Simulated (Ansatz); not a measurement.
**Single-point calculation, with input and output: TaN (part 2 of 3)**

Continued. System: TaN (Fm-3m, 2 atoms in the cell). Method: DFT PBEsol+U, scalar-relativistic, plane waves, PAW, Ueff = 7 eV on Ta atom 1 d, spin-polarised (Ansatz 0.2.0); cutoff 420 eV, 7×7×7 k-mesh, Gaussian smearing of 0.05 eV, collinear spins. The structure derives from an entry of the Crystallography Open Database. It belongs to a series of runs on one base structure; here: natural orbitals of the symmetric run, filled by rank.

Geometry of the input (Å; fractional positions):
```
0.0000  2.1790  2.1790
2.1790  0.0000  2.1790
2.1790  2.1790  0.0000
Ta 0.5000  0.5000  0.5000
N  0.0000  0.0000  0.0000
```

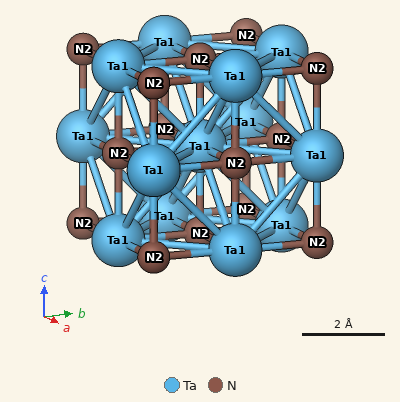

Fig. 1: The structure as given in the input (ball-and-stick view of the cell 4 times as large as that of the calculation, set on its symmetry axes, seen slightly off an axis; atoms are numbered from 1 in the order of the input). An atom can appear more than once, as a periodic image.

### What the program printed, continued
```
SCF iter   1: F=—  HF=-10185.588925 eV  |F-HF|=—  |Δ(HF+E_count)|=         —  Δρ=8.42e-2 (↑8.42e-2 ↓6.85e-2)  dr2=8.57e-1  dr2_m=8.76e-1  M=1.093 μB ∫|m|=1.140 μB  β_m=0.30  ethr=3.10e-3  ⟨swp⟩=6.0  Hψ=5575  notcnv=0
preconditioner: auto → none  [metal: Δε(μ)=0.027 eV  Ē_g=13.100 eV  σ=0.050 eV  W_gap=0.30  n_scr=8 (ndim 8)  ℏωp=25.8 eV  f_vac=0.000  D(μ)=1.79/eV (n_scr^D=14)  sad-step TF]
SCF iter   2: F=—  HF=-10185.630523 eV  |F-HF|=—  |Δ(HF+E_count)|=   4.16e-2  Δρ=5.76e-2 (↑5.76e-2 ↓5.08e-2)  dr2=2.82e-1  dr2_m=4.59e-1  M=1.055 μB ∫|m|=1.128 μB  β_m=0.30  ethr=3.10e-3  ⟨swp⟩=1.9  Hψ=1968  notcnv=0  defer=57
SCF iter   3: F=—  HF=-10185.676871 eV  |F-HF|=—  |Δ(HF+E_count)|=   4.63e-2  Δρ=3.79e-2 (↑3.69e-2 ↓3.79e-2)  dr2=3.13e-2  dr2_m=2.47e-1  M=0.979 μB ∫|m|=1.081 μB  β_m=0.30  ethr=1.57e-3  ⟨swp⟩=2.2  Hψ=1586  notcnv=0  defer=60
SCF iter   4: F=—  HF=-10185.726340 eV  |F-HF|=—  |Δ(HF+E_count)|=   4.95e-2  Δρ=2.72e-2 (↑2.72e-2 ↓2.64e-2)  dr2=1.96e-3  dr2_m=1.36e-1  M=0.933 μB ∫|m|=1.064 μB  β_m=0.30  ethr=1.74e-4  ⟨swp⟩=3.0  Hψ=2271  notcnv=0  defer=60
SCF iter   5: F=—  HF=-10185.754744 eV  |F-HF|=—  |Δ(HF+E_count)|=   2.84e-2  Δρ=1.96e-2 (↑1.94e-2 ↓1.96e-2)  dr2=5.04e-4  dr2_m=7.17e-2  M=0.919 μB ∫|m|=1.062 μB  β_m=0.30  ethr=1.09e-5  ⟨swp⟩=2.1  Hψ=1844  notcnv=0  defer=60
SCF iter   6: F=—  HF=-10185.770195 eV  |F-HF|=—  |Δ(HF+E_count)|=   1.55e-2  Δρ=1.42e-2 (↑1.41e-2 ↓1.42e-2)  dr2=1.41e-5  dr2_m=3.79e-2  M=0.913 μB ∫|m|=1.064 μB  β_m=0.30  ethr=2.80e-6  ⟨swp⟩=2.0  Hψ=1797  notcnv=0  defer=60
SCF iter   7: F=—  HF=-10185.778603 eV  |F-HF|=—  |Δ(HF+E_count)|=   8.41e-3  Δρ=1.04e-2 (↑1.03e-2 ↓1.04e-2)  dr2=6.12e-6  dr2_m=2.04e-2  M=0.905 μB ∫|m|=1.063 μB  β_m=0.30  ethr=7.83e-8  ⟨swp⟩=3.1  Hψ=2207  notcnv=0  defer=60
Mixer restart at iter 7: flushing history
spin-set hold released at iteration 7 (site moments contracting): the magnetisation degrees of freedom join the quasi-Newton model from the next iteration; the mixer history was flushed
SCF iter   8: F=—  HF=-10185.783224 eV  |F-HF|=—  |Δ(HF+E_count)|=   4.62e-3  Δρ=7.65e-3 (↑7.64e-3 ↓7.65e-3)  dr2=5.79e-6  dr2_m=1.11e-2  M=0.898 μB ∫|m|=1.062 μB  β_m=0.65  ethr=3.40e-8  ⟨swp⟩=3.2  Hψ=2206  notcnv=0  defer=60
SCF iter   9: F=—  HF=-10185.789185 eV  |F-HF|=—  |Δ(HF+E_count)|=   5.96e-3  Δρ=7.03e-4 (↑6.20e-4 ↓7.03e-4)  dr2=1.85e-5  dr2_m=7.66e-5  M=0.870 μB ∫|m|=1.056 μB  β_m=0.82  ethr=3.22e-8  ⟨swp⟩=3.8  Hψ=2795  notcnv=0  defer=59
SCF iter  10: F=—  HF=-10185.789296 eV  |F-HF|=—  |Δ(HF+E_count)|=   1.11e-4  Δρ=4.68e-4 (↑4.68e-4 ↓1.72e-4)  dr2=6.70e-5  dr2_m=9.05e-6  M=0.866 μB ∫|m|=1.054 μB  β_m=0.75  ethr=3.22e-8  ⟨swp⟩=2.5  Hψ=2011  notcnv=0  defer=59
SCF iter  11: F=—  HF=-10185.789298 eV  |F-HF|=—  |Δ(HF+E_count)|=   2.67e-6  Δρ=3.13e-4 (↑1.87e-4 ↓3.13e-4)  dr2=4.42e-5  dr2_m=3.19e-6  M=0.864 μB ∫|m|=1.052 μB  β_m=0.75  ethr=3.22e-8  ⟨swp⟩=2.9  Hψ=1970  notcnv=0  defer=59
Mixer restart at iter 11: flushing history
SCF iter  12: F=—  HF=-10185.795844 eV  |F-HF|=—  |Δ(HF+E_count)|=         —  Δρ=4.91e-4 (↑4.84e-4 ↓4.91e-4)  dr2=1.67e-4  dr2_m=8.18e-6  M=0.860 μB ∫|m|=1.049 μB  β_m=0.75  ethr=3.22e-8  ⟨swp⟩=2.1  Hψ=1551  notcnv=0  defer=59
SCF iter  13: F=—  HF=-10186.606168 eV  |F-HF|=—  |Δ(HF+E_count)|=   8.10e-1  Δρ=1.66e-2 (↑1.66e-2 ↓9.55e-3)  dr2=1.81e-2  dr2_m=2.74e-2  M=0.542 μB ∫|m|=0.757 μB  β_m=0.08  ethr=3.22e-8  ⟨swp⟩=4.4  Hψ=2899  notcnv=0  defer=59
SCF iter  14: F=—  HF=-10186.661236 eV  |F-HF|=—  |Δ(HF+E_count)|=   5.51e-2  Δρ=1.48e-2 (↑1.48e-2 ↓8.45e-3)  dr2=1.38e-2  dr2_m=2.16e-2  M=0.542 μB ∫|m|=0.752 μB  β_m=0.16  ethr=3.22e-8  ⟨swp⟩=3.5  Hψ=2961  notcnv=0  defer=57
SCF iter  15: F=—  HF=-10186.754893 eV  |F-HF|=—  |Δ(HF+E_count)|=   9.37e-2  Δρ=1.23e-2 (↑1.23e-2 ↓7.68e-3)  dr2=7.77e-3  dr2_m=1.65e-2  M=0.480 μB ∫|m|=0.696 μB  β_m=0.19  ethr=3.22e-8  ⟨swp⟩=3.5  Hψ=2712  notcnv=0  defer=55
SCF iter  16: F=—  HF=-10186.848856 eV  |F-HF|=—  |Δ(HF+E_count)|=   9.40e-2  Δρ=1.43e-2 (↑1.43e-2 ↓8.81e-3)  dr2=7.64e-3  dr2_m=2.21e-2  M=0.370 μB ∫|m|=0.581 μB  β_m=0.23  ethr=3.22e-8  ⟨swp⟩=3.9  Hψ=3120  notcnv=0  defer=57
SCF iter  17: F=—  HF=-10187.055911 eV  |F-HF|=—  |Δ(HF+E_count)|=   2.07e-1  Δρ=1.27e-2 (↑1.27e-2 ↓9.93e-3)  dr2=4.06e-3  dr2_m=2.29e-2  M=0.105 μB ∫|m|=0.342 μB  β_m=0.27  ethr=3.22e-8  ⟨swp⟩=4.5  Hψ=3433  notcnv=0  defer=68
SCF iter  18: F=—  HF=-10187.117284 eV  |F-HF|=—  |Δ(HF+E_count)|=   6.14e-2  Δρ=1.01e-2 (↑1.01e-2 ↓6.94e-3)  dr2=4.49e-3  dr2_m=1.22e-2  M=0.081 μB ∫|m|=0.274 μB  β_m=0.53  ethr=3.22e-8  ⟨swp⟩=3.5  Hψ=3251  notcnv=0  defer=69
SCF iter  19: F=—  HF=-10187.149785 eV  |F-HF|=—  |Δ(HF+E_count)|=   3.25e-2  Δρ=9.33e-3 (↑9.33e-3 ↓5.93e-3)  dr2=4.16e-3  dr2_m=1.00e-2  M=0.070 μB ∫|m|=0.233 μB  β_m=0.53  ethr=3.22e-8  ⟨swp⟩=3.4  Hψ=2639  notcnv=0  defer=69
SCF iter  20: F=—  HF=-10187.169497 eV  |F-HF|=—  |Δ(HF+E_count)|=   1.97e-2  Δρ=8.74e-3 (↑8.74e-3 ↓5.33e-3)  dr2=3.05e-3  dr2_m=8.69e-3  M=0.094 μB ∫|m|=0.226 μB  β_m=0.27  ethr=3.22e-8  ⟨swp⟩=3.2  Hψ=2505  notcnv=0  defer=68
SCF iter  21: F=—  HF=-10187.198629 eV  |F-HF|=—  |Δ(HF+E_count)|=   2.91e-2  Δρ=6.66e-3 (↑6.66e-3 ↓5.07e-3)  dr2=1.04e-3  dr2_m=6.12e-3  M=0.100 μB ∫|m|=0.206 μB  β_m=0.37  ethr=3.22e-8  ⟨swp⟩=3.3  Hψ=2595  notcnv=0  defer=68
SCF iter  22: F=—  HF=-10187.222090 eV  |F-HF|=—  |Δ(HF+E_count)|=   2.35e-2  Δρ=3.92e-3 (↑2.85e-3 ↓3.92e-3)  dr2=1.04e-3  dr2_m=1.88e-3  M=0.069 μB ∫|m|=0.159 μB  β_m=0.92  ethr=3.22e-8  ⟨swp⟩=3.6  Hψ=3109  notcnv=0  defer=67
SCF iter  23: F=—  HF=-10187.225774 eV  |F-HF|=—  |Δ(HF+E_count)|=   3.68e-3  Δρ=2.42e-3 (↑2.42e-3 ↓2.13e-3)  dr2=1.08e-3  dr2_m=6.63e-4  M=0.057 μB ∫|m|=0.093 μB  β_m=0.96  ethr=3.22e-8  ⟨swp⟩=3.8  Hψ=3103  notcnv=0  defer=69
SCF iter  24: F=—  HF=-10187.226691 eV  |F-HF|=—  |Δ(HF+E_count)|=   9.17e-4  Δρ=1.97e-3 (↑1.97e-3 ↓1.81e-3)  dr2=6.74e-4  dr2_m=4.85e-4  M=0.062 μB ∫|m|=0.091 μB  β_m=0.98  ethr=3.22e-8  ⟨swp⟩=3.5  Hψ=2584  notcnv=0  defer=71
SCF iter  25: F=—  HF=-10187.227507 eV  |F-HF|=—  |Δ(HF+E_count)|=   8.16e-4  Δρ=9.25e-4 (↑9.25e-4 ↓5.20e-4)  dr2=1.32e-4  dr2_m=6.21e-5  M=0.040 μB ∫|m|=0.072 μB  β_m=0.99  ethr=3.22e-8  ⟨swp⟩=3.4  Hψ=2313  notcnv=0  defer=71
SCF iter  26: F=—  HF=-10187.228229 eV  |F-HF|=—  |Δ(HF+E_count)|=   7.22e-4  Δρ=1.15e-3 (↑1.15e-3 ↓2.31e-4)  dr2=1.84e-4  dr2_m=7.14e-5  M=0.020 μB ∫|m|=0.070 μB  β_m=0.36  ethr=3.22e-8  ⟨swp⟩=3.1  Hψ=2122  notcnv=0  defer=71
SCF iter  27: F=—  HF=-10187.230748 eV  |F-HF|=—  |Δ(HF+E_count)|=   2.52e-3  Δρ=1.28e-3 (↑1.28e-3 ↓5.91e-4)  dr2=1.80e-4  dr2_m=1.10e-4  M=0.014 μB ∫|m|=0.088 μB  β_m=0.99  ethr=3.22e-8  ⟨swp⟩=3.5  Hψ=2436  notcnv=0  defer=71
SCF iter  28: F=—  HF=-10187.231516 eV  |F-HF|=—  |Δ(HF+E_count)|=   7.68e-4  Δρ=5.45e-4 (↑5.45e-4 ↓4.44e-4)  dr2=1.19e-5  dr2_m=4.20e-5  M=0.023 μB ∫|m|=0.100 μB  β_m=0.99  ethr=3.22e-8  ⟨swp⟩=3.1  Hψ=2300  notcnv=0  defer=72
SCF iter  29: F=—  HF=-10187.230270 eV  |F-HF|=—  |Δ(HF+E_count)|=   1.25e-3  Δρ=1.21e-3 (↑1.21e-3 ↓3.13e-4)  dr2=1.59e-4  dr2_m=8.81e-5  M=0.021 μB ∫|m|=0.087 μB  β_m=1.00  ethr=3.22e-8  ⟨swp⟩=3.4  Hψ=2468  notcnv=0  defer=70  recentre
SCF iter  30: F=—  HF=-10187.231647 eV  |F-HF|=—  |Δ(HF+E_count)|=   1.38e-3  Δρ=2.88e-4 (↑2.88e-4 ↓2.56e-4)  dr2=6.97e-6  dr2_m=1.14e-5  M=0.028 μB ∫|m|=0.102 μB  β_m=0.90  ethr=3.22e-8  ⟨swp⟩=3.1  Hψ=2430  notcnv=0  defer=70
SCF iter  31: F=—  HF=-10187.231613 eV  |F-HF|=—  |Δ(HF+E_count)|=   3.45e-5  Δρ=2.95e-4 (↑2.95e-4 ↓2.73e-5)  dr2=1.05e-5  dr2_m=4.28e-6  M=0.029 μB ∫|m|=0.099 μB  β_m=0.92  ethr=3.22e-8  ⟨swp⟩=2.2  Hψ=1877  notcnv=0  defer=71
SCF iter  32: F=—  HF=-10187.231669 eV  |F-HF|=—  |Δ(HF+E_count)|=   5.61e-5  Δρ=1.41e-4 (↑1.41e-4 ↓2.41e-5)  dr2=2.26e-6  dr2_m=1.05e-6  M=0.031 μB ∫|m|=0.101 μB  β_m=0.79  ethr=3.22e-8  ⟨swp⟩=2.2  Hψ=1617  notcnv=0  defer=70
SCF iter  33: F=—  HF=-10187.231681 eV  |F-HF|=—  |Δ(HF+E_count)|=   1.24e-5  Δρ=7.49e-5 (↑7.49e-5 ↓1.07e-5)  dr2=6.17e-7  dr2_m=3.09e-7  M=0.032 μB ∫|m|=0.102 μB  β_m=0.89  ethr=1.26e-8  ⟨swp⟩=2.4  Hψ=1548  notcnv=0  defer=70
SCF iter  34: F=—  HF=-10187.231685 eV  |F-HF|=—  |Δ(HF+E_count)|=   4.04e-6  Δρ=3.16e-5 (↑3.16e-5 ↓8.26e-6)  dr2=1.04e-7  dr2_m=5.97e-8  M=0.033 μB ∫|m|=0.103 μB  β_m=0.83  ethr=3.43e-9  ⟨swp⟩=2.2  Hψ=1617  notcnv=0  defer=70
iter 35 did not close the SCF: its close was put off for a magnetic moment that had not settled (scf_convergence_deferred on its scf_iter line)
SCF iter  35: F=-10187.231686 eV  HF=-10187.231686 eV  |F-HF|=8.46e-10  |Δ(HF+E_count)|=   8.14e-7  Δρ=1.61e-6 (↑1.61e-6 ↓5.61e-7)  dr2=3.74e-10  dr2_m=1.25e-10  M=0.033 μB ∫|m|=0.103 μB  β_m=0.92  ethr=5.56e-10  ⟨swp⟩=11.8  Hψ=7051  notcnv=0
SCF iter  36: F=-10187.231686 eV  HF=-10187.231686 eV  |F-HF|=1.64e-11  |Δ(HF+E_count)|=   1.28e-9  Δρ=2.85e-7 (↑1.11e-7 ↓2.85e-7)  dr2=2.56e-11  dr2_m=3.72e-12  M=0.033 μB ∫|m|=0.103 μB  ethr=2.08e-12  ⟨swp⟩=4.0  Hψ=5110  notcnv=0
WARN: hamiltonian.hubbard: on 1 of 2 specified blocks the occupation matrix of this SCF's result fails the test of the specified filling. At site 0 ↑ (sites count from 0 in the list of atoms of the cell that this SCF solves) the least filled combination of the orbitals specified full has occupation 0.466, and the fullest combination of the orbitals specified empty has occupation 0.414; the filling counts as kept where the first is at least 0.75 and exceeds the second by more than 0.25. The state of this SCF's result may not hold the specified filling, though these bounds can also misjudge a state that does. This warning does not say which state is lower in energy, or whether the specified filling is a self-consistent state at all; see hamiltonian.hubbard.sites[].starting_ns, Limitations, and scf.initial_density.shell_occupations in the input reference
SCF 1 converged in 36 iterations: F = -10187.231686 eV  dr2 = 2.56e-11
  greatest PAW one-centre occupation: 1.000 electrons in one spin orbital (limit 2), on the Ta atom at site 0 (counted from 0), in its partial waves of l = 0
```

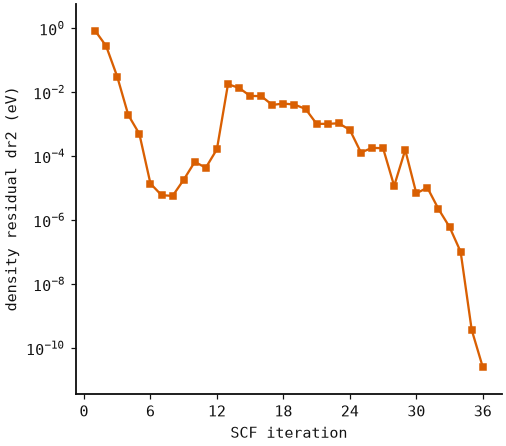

Fig. 2: Convergence of the self-consistent field: density residual dr2 against the SCF iteration. The residual falls unevenly and jumps up by a factor of two or more 5 times on the way down.

```
SCF converged after 36 iterations
Magnetization: 0.0330 μB (9.0165 up, 8.9835 down)
Absolute magnetization: 0.1057 μB (∫|ρ↑−ρ↓|, with the PAW one-centre terms)
Spin contamination: 0.0610 ħ² per cell (⟨S²⟩ above its minimum at these occupations)
Per-site moments (μB) at R_I (Å): [(0.015254088310994684, 0.898838040375), (0.001975952445525543, 0.898838040375)]
Free energy (F): -10187.231686 eV
Harris-Foulkes:  -10187.231686 eV  (|F-HF|=1.64e-11)
Internal energy: -10187.230778 eV  (E = F + TS)
E sigma→0 (E₀):  -10187.231232 eV
Entropy (-TS):   -0.000908 eV (-0.454 meV/atom)
Fermi energy:    21.804073 eV
--- Per-component energies (eV) ---
  E_band       = -36.736330
  E_kinetic    = 502.651582
  E_local      = -566.176147  (includes V_loc(G=0)·N_el)
  E_nonlocal   = 63.207601
  E_hartree    = 191.069925
  E_xc         = -278.756499
  E_vxc        = -282.808805  (∫ρ·V_xc dr)
  E_hubbard    = -0.204034  (on-site DFT+U / exact-exchange correction)
  E_vhub       = -0.408067  (the Hubbard potential's part of the band-sum identity)
  E_paw        = -8395.745663  (= ΣΔE_a)
  E_vpaw       = -135.342615  (= ΣTr[D̂ρ^β])
  E_aug_tail   = 0.000235  (compensation charges beyond the density's cutoff)
  E_ewald      = -1703.519524
  E_core_change = 0.241745  (= ΣΔE_core)
  E_smearing   = -0.000908  (= −TS)
  E_closure    = 0.000000  (closes the sum)
  Σ components = -10187.231686   (vs F -10187.231686, Δ=0.00e0)
DFT+U double counting: amf (around mean field; hamiltonian.hubbard.double_counting)
--- Specified on-site occupations, and those of the state reported ---
  electrons in the specified blocks: 2.1000 specified, 3.8337 found
  site 0 (l=d) ↑: largest change of an orbital's occupation 0.5037; electrons 2.0000 specified, 1.9322 found; spectral distance 0.9008
  site 0 (l=d) ↓: largest change of an orbital's occupation 0.4544; electrons 0.1000 specified, 1.9015 found; spectral distance 0.8223
--- Forces (eV/Å), atoms counted from 1 ---
  atom   1  Ta     0.00000000     0.00000000    -0.00000000
  atom   2  N     -0.00000000    -0.00000000    -0.00000000
  max |Σ_I F_I| component: 2.68e-29 eV/Å
```
